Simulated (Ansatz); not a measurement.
Input file:

```
crystal:
  lattice:
    - [5.1875320897, -1.8726440613, 0.0506656141]
    - [5.1875320897, 1.8726440613, 0.0506656141]
    - [-2.7119058065, 0.0, 6.8538669903]
  atoms:
    - { symbol: Hf, position: [0.8523383309, 0.8523383309, 0.8047613804] }
    - { symbol: Hf, position: [0.1476616691, 0.1476616691, 0.1952386196] }
    - { symbol: O, position: [0.3670207251, 0.3670207251, 0.3052821142] }
    - { symbol: O, position: [0.0762741095, 0.0762741095, 0.8996849085] }
    - { symbol: O, position: [0.9237258905, 0.9237258905, 0.1003150915] }
    - { symbol: O, position: [0.7176266032, 0.7176266032, 0.2311596962] }
    - { symbol: Si, position: [0.8987924915, 0.8987924915, 0.3220938278] }
    - { symbol: Si, position: [0.1012075085, 0.1012075085, 0.6779061722] }
    - { symbol: O, position: [0.2823733968, 0.2823733968, 0.7688403038] }
    - { symbol: O, position: [0.08093777, 0.08093777, 0.4287244855] }
    - { symbol: O, position: [0.91906223, 0.91906223, 0.5712755145] }
    - { symbol: O, position: [0.6329792749, 0.6329792749, 0.6947178858] }
kpoints:
  mp_grid: { grid: [4, 4, 2] }
  band_path:
    path:
      - [0.0, 0.0, 0.0]
      - [-0.2873892265, 0.2873892265, 0.0]
      - [-0.7126107735, -0.2873892265, 0.0]
      - [-0.5, -0.5, 0.0]
      - [-0.5, -0.5, 0.5]
      - [-0.7314958244, -0.2685041756, 0.5]
      - [-0.2685041756, 0.2685041756, 0.5]
      - [0.0, 0.0, 0.5]
      - [-0.5, 0.0, 0.5]
      - [0.260417, -0.270833, -0.5]
      - [0.234375, -0.28125, -0.130208]
    npoints: 1
hamiltonian:
  xc: hse06
scf:
  occupations: { method: fixed }
  n_extra_bands: 7
output:
  forces: true
  stress: true
  eigenvalues: true
  write_density: true
  write_potential: true
  elf: true
  volumetric_format: npy
```

Below, planes, directions and counts refer to the conventional cell (a = 10.38 Å, b = 3.75 Å, c = 7.37 Å, α = 90.00°, β = 111.03°, γ = 90.00°).

Space group C2/m; a structure from a database of computed crystals, not necessarily the ambient phase; started from the anatase host prototype, which need not be the ambient phase.

The calculation used DFT, HSE06, plane waves, PAW in Ansatz 0.2.0.

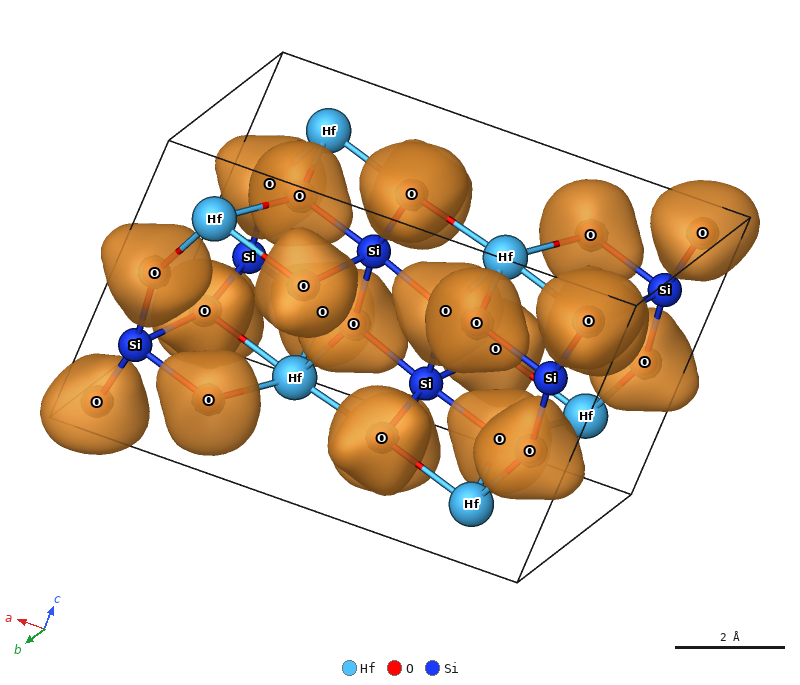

HfSiO4. Isosurface of the ELF at 0.6 (orange), seen at an oblique angle. Core shells and regions of very low density are left out. Sticks mark near contacts.

Identify the bonds, lone pairs and shells in this picture.

Answer. The ELF exceeds this value in 16 regions on O in which the atom's valence shell and bonds are merged, counted in one cell of 24 atoms. Regions shared between cells count once.

Values along the shortest contacts:
Si–O (1.74 Å): the ELF peaks at about 0.85 between the atoms. Hf–O (1.99 Å): the ELF peaks at about 0.85 in the valence shell of O, 0.6 Å from its nucleus, and drops to about 0.20 between the two atoms: no localised pair shows between them.

Does the calculation make it a metal, or give it a gap?

Answer. It is gapped, with a Kohn–Sham gap of 6.0 eV on the k-point mesh (the band edges may lie off the mesh, which would make the gap smaller).
